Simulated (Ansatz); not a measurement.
**Dielectric function and optical constants of HfO2**

What colour and refractive index does HfO2 have at this level of theory?

Main program and level: Ansatz 0.2.0; DFT, PBE, plane-wave PAW, default files, scalar-relativistic, independent-particle optical response without local fields.

### Step 1. Set-up

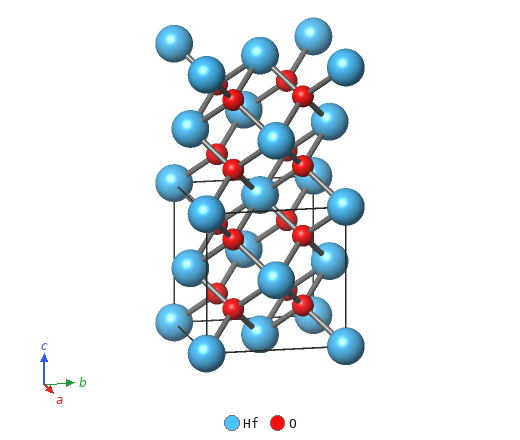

The cell as given, slightly off an axis (hafnium blue, oxygen red). 1×1×2 cells are drawn. This picture shows the conventional cell, with its axes. Some periodic images of atoms are drawn too.

Coordinates:

```cif
data_structure
_symmetry_space_group_name_H-M 'P 1'
_symmetry_Int_Tables_number 1
_cell_length_a 3.6169
_cell_length_b 3.6169
_cell_length_c 3.6169
_cell_angle_alpha 60.000
_cell_angle_beta 60.000
_cell_angle_gamma 60.000
_cell_volume 33.46
loop_
_atom_site_label
_atom_site_type_symbol
_atom_site_fract_x
_atom_site_fract_y
_atom_site_fract_z
_atom_site_occupancy
Hf1 Hf 0.00000 0.00000 0.00000 1
O2 O 0.75000 0.75000 0.75000 1
O3 O 0.25000 0.25000 0.25000 1
```

### Step 2. Ground state and bands

First the ground state: is it a metal or has it a gap?

This step: DFT, PBE, plane-wave PAW, default files, scalar-relativistic, ground state (Ansatz 0.2.0).

input.yaml reads:

```yaml
crystal:
  lattice:
    - [0.0, 2.5575, 2.5575]
    - [2.5575, 0.0, 2.5575]
    - [2.5575, 2.5575, 0.0]
  atoms:
    - { symbol: Hf, position: [0.0, 0.0, 0.0] }
    - { symbol: O, position: [0.75, 0.75, 0.75] }
    - { symbol: O, position: [0.25, 0.25, 0.25] }
kpoints:
  mp_grid: { grid: [8, 8, 8] }
  band_path:
    path:
      - [[0.0, 0.0, 0.0], [0.5, 0.0, 0.5], [0.5, 0.25, 0.75], [0.375, 0.375, 0.75], [0.0, 0.0, 0.0], [0.5, 0.5, 0.5], [0.625, 0.25, 0.625], [0.5, 0.25, 0.75], [0.5, 0.5, 0.5], [0.375, 0.375, 0.75]]
      - [[0.625, 0.25, 0.625], [0.5, 0.0, 0.5]]
    npoints: 6
scf:
  occupations: { method: fermi_dirac, width: 0.05 }
  n_extra_bands: 7
hamiltonian:
  xc: pbe
  pseudopotentials: { kind: paw }
output:
  forces: true
  stress: true
  populations: true
  write_bands: true
  write_density: true
  write_potential: true
  elf: true
  volumetric_format: npy
```

Command:

```console
$ ansatz run input.yaml --threads 4 --pin off --max-ram 8192MiB --backend cpu --events-out ev --progress --plain --runs-dir out
```

Numbers of over 12 decimals in the logs are rounded to 6 here.

What it wrote:

```text
scf.n_extra_bands = 7 over 19 filled bands (N_el = 38.0): the run solves 26 bands
Engine: ansatz 0.2.0, aarch64-unknown-linux-gnu
Pseudopotentials: kind: paw
Pseudopotential: Hf, paw, valence charge 26, recommended cutoff 420 eV (normal), Hf.paw.azcp
Pseudopotential: O, paw, valence charge 6, recommended cutoff 420 eV (normal), O.paw.azcp
Functional definition: PBE
  parameter kappa = 0.804
  parameter beta = 0.066725
  exchange = pbe_x(kappa = kappa, mu = beta*pi^2/3)
  correlation = pbe_c(beta = beta)
Crystal: 3 atoms, lattice volume = 33.456 Å³
Basis set: ecut = 420 eV, 645 PW (Γ), exchange–correlation on 50×50×50 points (8 copies of the dense FFT grid, shifted against one another)
Bands: 26, of which v1, the nominal top of the filled ones, is band 19 counted from 1 (18 counted from 0)
Symmetry: 48 space group operations
Space group: Fm-3m (ITA 225), of the structure as read, at distance tolerance 3.2e-5 Å
k-points: 29 of 512
Non-local potential: Hf, projectors of the file, l = 0: 3, l = 1: 2, l = 2: 2, l = 3: 3
Non-local potential: O, projectors of the file, l = 0: 2, l = 1: 2, l = 2: 1
PAW form: soft (Blöchl's): semilocal exchange-correlation on the pseudo side does not see the compensation charge
PAW one-centre angular grid: Hf, 590 points (default); XC on 64 Gauss nodes
PAW one-centre angular grid: O, 110 points (default); XC on 64 Gauss nodes
Initial density: superposition of atomic densities (neutral atoms: chi_scale 0, normalization atom), corrected by the library's trained network
Initial wavefunctions: pseudopotential atomic-orbital guess
Functional: x = pbe(κ = 0.804, μ = 0.219515), c = pbe(β = 0.066725)
SCF iter   1: F=—  HF=-16861.406373 eV  |F-HF|=—  |Δ(HF+E_count)|=         —  Δρ=2.39e-3  dr2=1.38e-3  ethr=1.77e-3  ⟨swp⟩=4.9  Hψ=2756  notcnv=0  defer=9
preconditioner: auto → none  [insulator: Δε(μ)=3.739 eV  Ē_g=20.157 eV  σ=0.050 eV  W_gap=1.00  n_scr=14 (ndim 8)  ℏωp=38.5 eV  f_vac=0.066  D(μ)=0.00/eV (n_scr^D=0)  ε∞_Penn≈4.7]
SCF iter   2: F=—  HF=-16861.407247 eV  |F-HF|=—  |Δ(HF+E_count)|=   8.74e-4  Δρ=1.80e-3  dr2=7.79e-4  ethr=3.64e-6  ⟨swp⟩=2.0  Hψ=1442  notcnv=0  defer=29
SCF iter   3: F=—  HF=-16861.407146 eV  |F-HF|=—  |Δ(HF+E_count)|=   1.01e-4  Δρ=6.70e-4  dr2=5.59e-5  ethr=2.05e-6  ⟨swp⟩=2.3  Hψ=1010  notcnv=0  defer=29
SCF iter   4: F=—  HF=-16861.407421 eV  |F-HF|=—  |Δ(HF+E_count)|=   2.75e-4  Δρ=1.07e-4  dr2=3.24e-6  ethr=1.47e-7  ⟨swp⟩=2.0  Hψ=1231  notcnv=0  defer=29
SCF iter   5: F=—  HF=-16861.407421 eV  |F-HF|=—  |Δ(HF+E_count)|=   2.98e-7  Δρ=4.78e-5  dr2=4.90e-7  ethr=8.52e-9  ⟨swp⟩=2.4  Hψ=1008  notcnv=0  defer=29
SCF iter   6: F=-16861.407420 eV  HF=-16861.407420 eV  |F-HF|=5.82e-8  |Δ(HF+E_count)|=   3.86e-8  Δρ=8.98e-6  dr2=1.53e-8  ethr=2.63e-10  ⟨swp⟩=12.2  Hψ=5304  notcnv=0
SCF 1 converged in 6 iterations: F = -16861.407420 eV  dr2 = 1.53e-8
  greatest PAW one-centre occupation: 0.999 electrons in one spin orbital (limit 2), on the Hf atom at site 0 (counted from 0), in its partial waves of l = 3
NSCF: frozen V_eff on 62 k-points
SCF converged after 6 iterations
Free energy (F): -16861.407420 eV
Harris-Foulkes:  -16861.407420 eV  (|F-HF|=5.82e-8)
Internal energy: -16861.407420 eV  (E = F + TS)
E sigma→0 (E₀):  -16861.407420 eV
Fermi energy:    17.393790 eV
--- Per-component energies (eV) ---
  E_band       = 31.843113
  E_kinetic    = 769.827525
  E_local      = -5811.763970  (includes V_loc(G=0)·N_el)
  E_nonlocal   = -1147.596975
  E_hartree    = 2659.729611
  E_xc         = -447.325734
  E_vxc        = -454.251643  (∫ρ·V_xc dr)
  E_paw        = -7242.175675  (= ΣΔE_a)
  E_vpaw       = 1356.174310  (= ΣTr[D̂ρ^β])
  E_aug_tail   = 0.004955  (compensation charges beyond the density's cutoff)
  E_ewald      = -5642.107159
  E_smearing   = -0.000000  (= −TS)
  E_closure    = 0.000000  (closes the sum)
  Σ components = -16861.407420   (vs F -16861.407420, Δ=0.00e0)
--- Forces (eV/Å), atoms counted from 1 ---
  atom   1  Hf    -0.00000000     0.00000000    -0.00000000
  atom   2  O     -0.00000000     0.00000000     0.00000000
  atom   3  O      0.00000000     0.00000000    -0.00000000
  max |Σ_I F_I| component: 4.05e-18 eV/Å
--- Stress (GPa, compression-positive) ---
       -2.461295       0.000000       0.000000
       -0.000000      -2.461295      -0.000000
       -0.000000       0.000000      -2.461295
  P = ⅓ Tr σ = -2.4613 GPa (-24.613 kbar)
--- Band table (eV; the first three rows and the last of 29) ---
  k-point 0: bands = [... 15 lower, 10.2960, 14.9189, 14.9189, 14.9189, 19.3477, 19.3477, 21.1024, 25.6338, ... 3 higher]
  k-point 1: bands = [... 15 lower, 10.7044, 14.4601, 14.6440, 14.6440, 19.6196, 19.6196, 21.7147, 24.9729, ... 3 higher]
  k-point 2: bands = [... 15 lower, 11.6508, 13.5537, 14.1357, 14.1357, 20.0281, 20.0281, 22.3825, 24.4685, ... 3 higher]
  k-point 28: bands = [... 15 lower, 12.9923, 12.9923, 14.1269, 15.3236, 20.2409, 20.5642, 22.3828, 22.3828, ... 3 higher]
--- Löwdin populations: 3 sites ---
  site symbol       q [e]
     0     Hf     24.5153
     1      O      6.6939
     2      O      6.6939
  spilling = 0.002550 (of n_electrons = 38.000000)
```

It took 0.88 s on 4 threads of Arm Neoverse V1, shared host; peak memory 0.27 GiB; 2.8 s of CPU time.

The column dr2 measures how far the density is from self-consistency, as an energy; F and HF (Harris–Foulkes) agree once it is small.

This step gave:

```
free energy                  : -16861.4074 eV
Fermi energy                 : 17.39 eV
gap by band count            : 3.720 eV
electrons                    : 38
symmetry operations          : 48
pressure                     : -2.461 GPa
gap on the k-mesh            : 3.720 eV
volume                       : 33.46 Å³
gap on the path              : 3.720 eV
least direct gap on the path : 3.720 eV
```

There is a gap, 3.72 eV on the path, so no carriers' term is needed. The cell is left with a pressure of -2.5 GPa, as it stands unrelaxed at this level.

Electronic bands along the path, in eV, zero at the Fermi level; v1 is the highest filled band, c1 the lowest empty one:

| point | v4 | v3 | v2 | v1 | c1 | c2 | c3 | c4 |
| --- | --- | --- | --- | --- | --- | --- | --- | --- |
| Γ | -7.10 | -2.48 | -2.48 | -2.48 | 1.95 | 1.95 | 3.71 | 8.24 |
| X | -5.28 | -3.40 | -3.40 | -1.87 | 1.85 | 3.51 | 4.54 | 6.07 |
| W | -4.40 | -4.40 | -3.27 | -2.07 | 2.85 | 3.17 | 4.99 | 4.99 |
| K | -5.16 | -4.08 | -3.20 | -2.20 | 2.37 | 3.43 | 4.83 | 5.45 |
| Γ | -7.10 | -2.48 | -2.48 | -2.48 | 1.95 | 1.95 | 3.71 | 8.24 |
| L | -4.92 | -4.54 | -3.68 | -3.68 | 2.65 | 2.65 | 4.88 | 7.06 |
| U | -5.16 | -4.08 | -3.20 | -2.20 | 2.37 | 3.43 | 4.83 | 5.45 |
| W | -4.40 | -4.40 | -3.27 | -2.07 | 2.85 | 3.17 | 4.99 | 4.99 |
| L | -4.92 | -4.54 | -3.68 | -3.68 | 2.65 | 2.65 | 4.88 | 7.06 |
| K | -5.16 | -4.08 | -3.20 | -2.20 | 2.37 | 3.43 | 4.83 | 5.45 |
| jump to U | -5.16 | -4.08 | -3.20 | -2.20 | 2.37 | 3.43 | 4.83 | 5.45 |
| X | -5.28 | -3.40 | -3.40 | -1.87 | 1.85 | 3.51 | 4.54 | 6.07 |

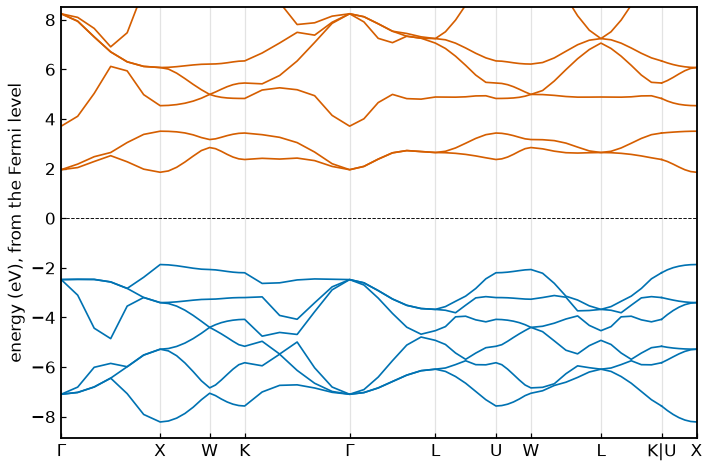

Electronic bands along the path; lines of filled and empty bands in two colours.

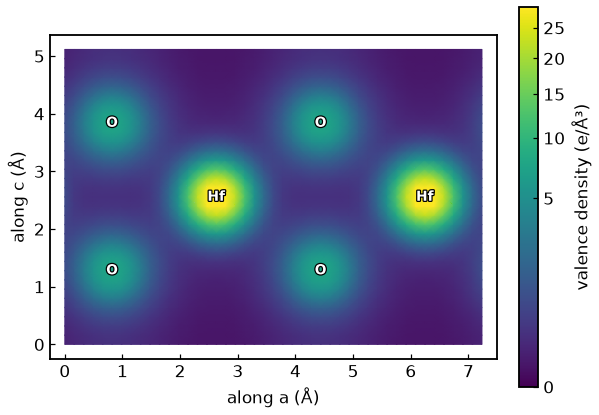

Valence density in the ac plane of a cell with a along [110], b along [-110] and c along [001] of the cube at fractional y = 0.000, with atoms of Hf and O within 0.2 Å of it. It is the smooth field of the valence electrons, not physical close to the nuclei. The map starts off the cell's origin, so that atoms lie inside it. The colour scale is stretched toward low values.

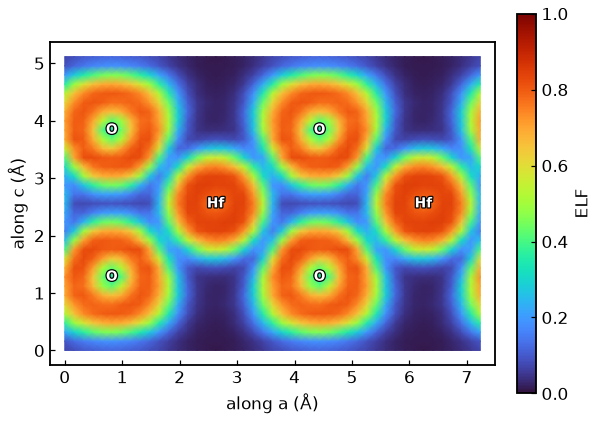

ELF in the ac plane of a cell with a along [110], b along [-110] and c along [001] of the cube at fractional y = 0.000, with atoms of Hf and O within 0.2 Å of it. It is the smooth field of the valence electrons, not physical close to the nuclei. The map starts off the cell's origin, so that atoms lie inside it.

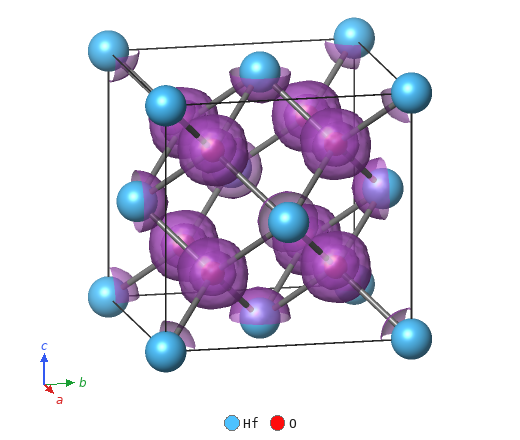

Surface of ELF = 0.77.

### Step 3. Spectrum

With the density converged, the vertical transitions are summed over the zone.

This step: DFT, PBE, plane-wave PAW, default files, scalar-relativistic, independent-particle optical response without local fields (Ansatz 0.2.0).

input.yaml, the sections that differ from step 2:

```yaml
kpoints:
  mp_grid: { grid: [8, 8, 8] }
scf:
  occupations: { method: fixed }
output:
  optics:
    e_range: [0, 20]
    de: 0.05
    sigma: 0.1
    nscf_kmesh: { grid: [10, 10, 10] }
    bands: { spectra_wanted_up_to: 20 }
# crystal, hamiltonian: as in step 2
```

What it wrote:

```text
[...]
Crystal: 3 atoms, lattice volume = 33.456 Å³
Basis set: ecut = 420 eV, 645 PW (Γ)
Bands: 23, of which v1, the nominal top of the filled ones, is band 19 counted from 1 (18 counted from 0)
Symmetry: 48 space group operations
[...]
k-points: 29 of 512
[...]
SCF iter   1: F=—  HF=-16861.406324 eV  |F-HF|=—  |Δ(HF+E_count)|=         —  Δρ=2.41e-3  dr2=1.41e-3  ethr=1.77e-3  ⟨swp⟩=4.0  Hψ=2166  notcnv=0  defer=58
[...]
SCF iter   9: F=-16861.407318 eV  HF=-16861.407318 eV  |F-HF|=3.64e-12  |Δ(HF+E_count)|=  6.18e-11  Δρ=1.91e-7  dr2=8.81e-12  ethr=1.00e-12  ⟨swp⟩=3.4  Hψ=2750  notcnv=0
SCF 1 converged in 9 iterations: F = -16861.407318 eV  dr2 = 8.81e-12
[...]
NSCF: frozen V_eff on 47 k-points
[...]
output.optics: what the bands over the 39 summed would add to eps1, eps2 and the energy-loss function is held between a lower and an upper bound (7 Lanczos steps). eps1, eps2 and their loss function (loss_summed_bands) are given on every row as the summed bands alone make them. Along an axis, on a row where the two bounds hold the loss function to about 1 % of the greater of itself and 0.5 % of |1/eps|, its cell (loss_completed) is given, with the completed eps1 and eps2 that it is formed of (a cell that is left empty reads nan in the table and null in the record). The two bounds hold it so along every axis on all 401 rows up to 20.000 eV. [rest of the remark cut]
SCF converged after 9 iterations
Free energy (F): -16861.407318 eV
[...]
Internal energy: -16861.407318 eV  (E = F + TS)
E sigma→0 (E₀):  -16861.407318 eV
Fermi energy:    15.524900 eV
[...]
--- Band table (eV; the first three rows and the last of 29) ---
  k-point 0: bands = [... 15 lower, 10.2960, 14.9190, 14.9190, 14.9190, 19.3479, 19.3479, 21.1024, 25.6339]
  k-point 1: bands = [... 15 lower, 10.7044, 14.4602, 14.6441, 14.6441, 19.6197, 19.6197, 21.7148, 24.9729]
  k-point 2: bands = [... 15 lower, 11.6508, 13.5537, 14.1358, 14.1358, 20.0282, 20.0282, 22.3826, 24.4686]
  k-point 28: bands = [... 15 lower, 12.9923, 12.9923, 14.1269, 15.3237, 20.2411, 20.5643, 22.3828, 22.3828]
```

The job ended after 9.6 s (4 threads; peak memory 0.7 GiB; 35 s of CPU time).

Read-outs, printed or worked out from the files:

| Item | Value |
| --- | --- |
| electronic dielectric constant ε∞, mean over x, y and z (by symmetry where fewer were run) | 5.493 |
| absorption onset, first axis (α over 10⁴ cm⁻¹, or the direct gap if that lies higher) | 4.352 eV |
| main peak of Im epsilon, first axis | 9.102 eV |
| centre of weight of the strongest loss peak in the window | 14.65 eV |
| least direct gap on the mesh | 3.720 eV |
| bands summed | 39 |
| spectra valid up to | 32.87 eV |
| program's estimate of the k-sum error in Im epsilon | 0.15 % |
| electrons in the f-sum | 19.02 |

Im ε, any direction against photon energy; read off at these points:

| photon energy (eV) | Im ε, any direction |
| --- | --- |
| 3.0 | 0 |
| 4.0 | 0.00347 |
| 5.0 | 3.97 |
| 5.2 | 4.71 |
| 6.0 | 3.51 |
| 7.0 | 5.93 |
| 7.8 | 9.95 |
| 8.0 | 9.17 |
| 8.6 | 10.5 |
| 9.0 | 10.2 |
| 10.0 | 4.45 |
| 11.0 | 3.50 |
| 11.4 | 4.61 |
| 12.0 | 2.49 |
| 13.0 | 1.07 |
| 14.0 | 1.30 |
| 15.0 | 0.858 |
| 16.0 | 0.968 |
| 17.0 | 0.919 |
| 18.0 | 1.18 |
| 19.0 | 0.764 |
| 20.0 | 1.75 |

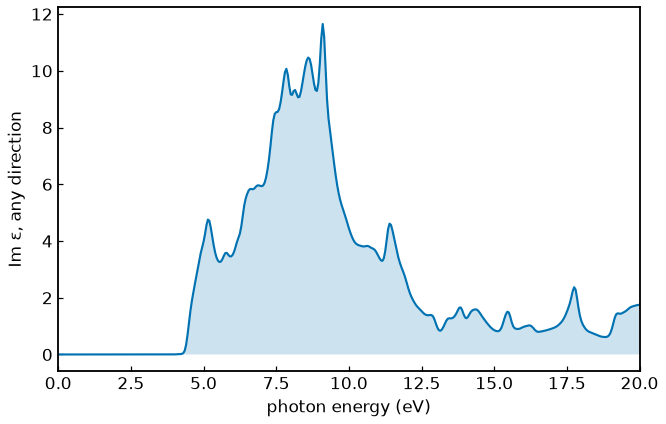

Im ε, any direction, plotted against photon energy.

Table of Re ε, any direction by photon energy:

| photon energy (eV) | Re ε, any direction |
| --- | --- |
| 0 | 5.49 |
| 2 | 5.80 |
| 4 | 7.53 |
| 6 | 7.85 |
| 8 | 4.15 |
| 10 | -2.05 |
| 12 | -1.98 |
| 14 | 0.0582 |
| 16 | 0.676 |
| 18 | 0.191 |
| 20 | 1.40 |

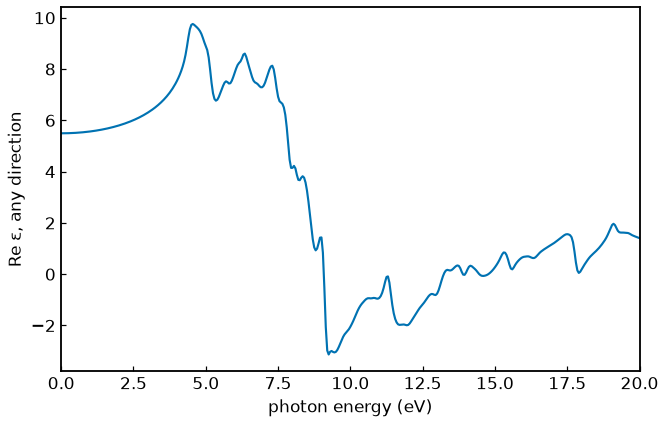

Re ε, any direction against photon energy.

The loss function −Im 1/ε at q → 0, any direction has structure finer than the step of the table below, so its rows give means over 1 eV, whole bins alone (the curve runs from 0 to 20 eV). Peaks (eV: height): 13.2: 1.13, 14.1: 0.767, 14.9: 1.07, 15.7: 0.937, 18.1: 0.899.

Loss function −Im 1/ε at q → 0, any direction against energy loss; means over each step:

| energy loss (eV) | loss function −Im 1/ε at q → 0, any direction |
| --- | --- |
| 3 | 0 |
| 4 | 0.00103 |
| 5 | 0.0423 |
| 6 | 0.0503 |
| 7 | 0.0643 |
| 8 | 0.0844 |
| 9 | 0.0997 |
| 10 | 0.188 |
| 11 | 0.253 |
| 12 | 0.271 |
| 13 | 0.703 |
| 14 | 0.672 |
| 15 | 0.812 |
| 16 | 0.753 |
| 17 | 0.427 |
| 18 | 0.603 |
| 19 | 0.303 |

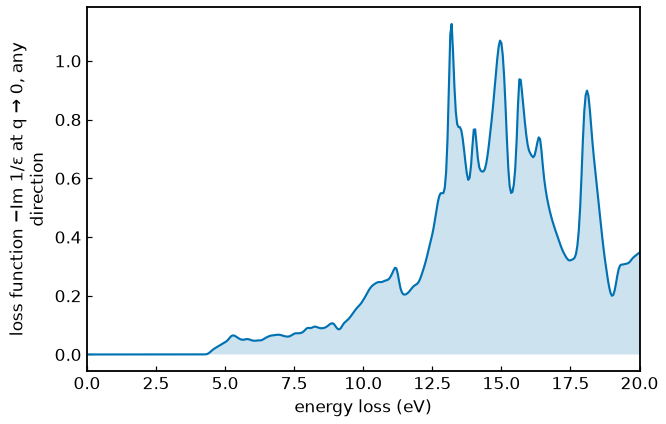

Loss function −Im 1/ε at q → 0, any direction against energy loss.

The reflectivity at normal incidence, any direction has structure finer than the step of the table below, so its rows give means over 1 eV, whole bins alone (the curve runs from 0 to 20 eV). Peaks (eV: height): 9.2: 49.5, 12.1: 46.3, 14.6: 19.0, 15.6: 14.1, 17.9: 18.3.

Table of reflectivity at normal incidence, any direction by photon energy; means over each step:

| photon energy (eV) | reflectivity at normal incidence, any direction (%) |
| --- | --- |
| 1 | 16.4 |
| 2 | 17.1 |
| 3 | 18.6 |
| 4 | 22.2 |
| 5 | 26.4 |
| 6 | 25.8 |
| 7 | 29.9 |
| 8 | 35.3 |
| 9 | 43.2 |
| 10 | 41.5 |
| 11 | 32.5 |
| 12 | 43.6 |
| 13 | 29.0 |
| 14 | 15.3 |
| 15 | 12.2 |
| 16 | 7.69 |
| 17 | 4.34 |
| 18 | 10.0 |
| 19 | 4.47 |

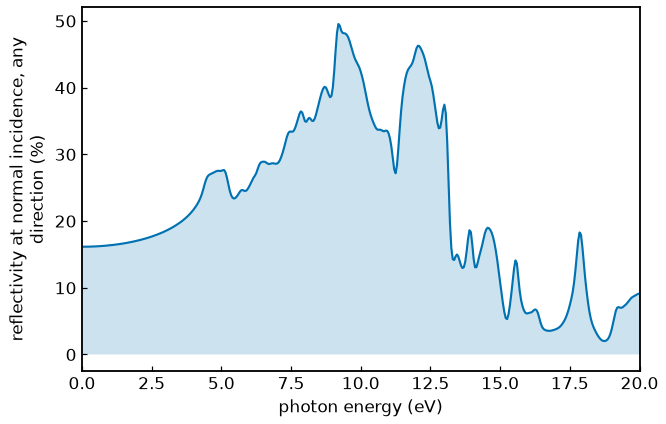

Reflectivity at normal incidence, any direction, plotted against photon energy.

Refractive index n and extinction k against photon energy:

| photon energy (eV) | n | k |
| --- | --- | --- |
| 0 | 2.34 | 0 |
| 2 | 2.41 | 0 |
| 4 | 2.74 | 6.3e-4 |
| 6 | 2.87 | 0.612 |
| 8 | 2.67 | 1.72 |
| 10 | 1.19 | 1.86 |
| 12 | 0.775 | 1.61 |
| 14 | 0.826 | 0.790 |
| 16 | 0.964 | 0.502 |
| 18 | 0.831 | 0.707 |
| 20 | 1.35 | 0.649 |

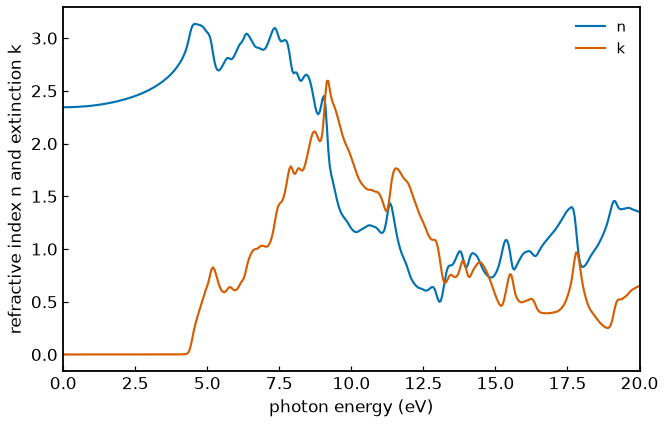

Refractive index n and extinction k, plotted against photon energy.

At chosen wavelengths:

| wavelength (nm) | n | k | R (%) | 1/α |
| --- | --- | --- | --- | --- |
| 1064 | 2.36 | 0.000 | 16.4 | over 1 mm |
| 800 | 2.38 | 0.000 | 16.7 | over 1 mm |
| 633 | 2.41 | 0.000 | 17.0 | over 1 mm |
| 532 | 2.43 | 0.000 | 17.4 | over 1 mm |
| 450 | 2.48 | 0.000 | 18.1 | over 1 mm |
| 365 | 2.58 | 0.000 | 19.4 | over 1 mm |
| 308 | 2.76 | 0.001 | 21.8 | 31 µm |

A film 1 µm thick would pass 70 % of daylight and look colourless, dimmed by reflection in transmission (x = 0.314, y = 0.331).

The f-sum over the summed bands holds 19.0 of the cell's 38 electrons outside the frozen cores, 26 of which lie in bands more than 12 eV below the Fermi level, whose transitions come at higher energies. Up to 20 eV the strength has a mean oscillator energy of 9.2 eV, and these transitions give 86 % of ε∞ − 1 along x; the rest comes from higher ones.

(Continued in part 2 of 2.)

[Logs are printed without paths, hosts, clocks, repeated set-up lines and the standing remarks that a program may print on its own settings, such as how far it seeks lower states.]

[Hosts, paths, dates, database ids (printed as entryN), source tags and the programs' standing remarks are cut or masked in the printed files.]
